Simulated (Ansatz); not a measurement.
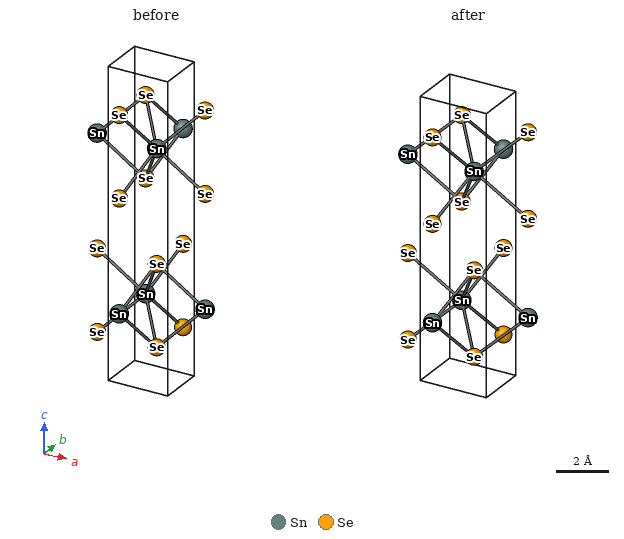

The structure of solid SnSe$_{2}$ (built on the 2H (MoS2) bulk type) before (left) and after (right) a relaxation, at one scale.

The picture is a ball-and-stick view of the cell of the calculation, seen slightly off an axis.

Method: DFT, PBE-D3(BJ), plane waves, PAW in Ansatz. (plane-wave cutoff 420 eV; k-point mesh 12 × 12 × 2; occupations fermi dirac; smearing width 0.02 eV; no spin polarisation; cell and atoms relaxed; force threshold 0.005 eV/Å)

Q: Describe what moved and what it gained.

A: After 7 accepted moves (9 points after the start) the energy has fallen by 294 meV per atom. Largest force component: 1.6 eV/Å at the start, 0.0019 eV/Å at the end. The pressure goes from 17.50 to −0.01 GPa. At 2 points the geometry stayed and the basis and grid were re-selected for the new cell (energy shift of 1.1 meV per atom at most each time). The largest moves relative to the cell, 0.22 Å, are those of Se atoms. Sn stays in place. The drawn cell changes as follows: a = b 3.447 → 3.836 Å (+11.3 %), c 12.672 → 11.461 Å (−9.6 %); the volume changes by +12.0 %. Near-neighbour distances that change, for instance: Se–Se 3.575 → 3.151 Å, Se–Sn 2.607 → 2.819 Å. Bond angles that change, for instance: Se–Sn–Se 80.4° → 76.5°, Se–Sn–Se 82.8° → 85.7°, Sn–Se–Sn 82.8° → 85.7°. The space group stays P6_3/mmc (No. 194).
